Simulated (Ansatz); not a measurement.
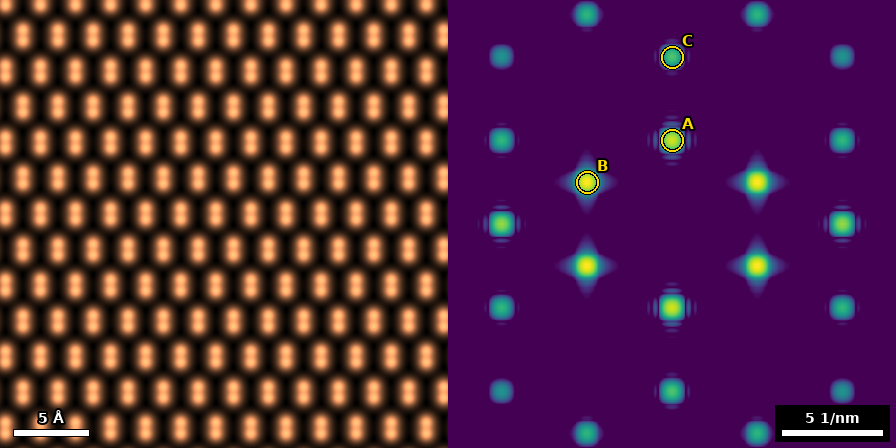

Integrated-DPC-like image of a crystal. Simulated as the projected potential of neutral atoms (B = 0.5 Å²) blurred by a 0.50 Å probe, the thin-sample limit of integrated differential phase contrast. The display is stretched by a gamma of 0.65; percentages refer to the linear signal.

The right panel is the modulus of the image's Fourier transform on a logarithmic scale.

Which lattice spacings do the marked spots stand for, and what angle do A and B enclose?

A: 2.4 Å, B: 2.1 Å, C: 1.2 Å; A and B enclose about 64°.

The crystal is Ir (P6_3/mmc, No. 194) along [101]; the spots are (010), (-1 1 1) and (020). Model: the input geometry of a calculation; the starting structure was generated, so it need not be a known form of this composition.
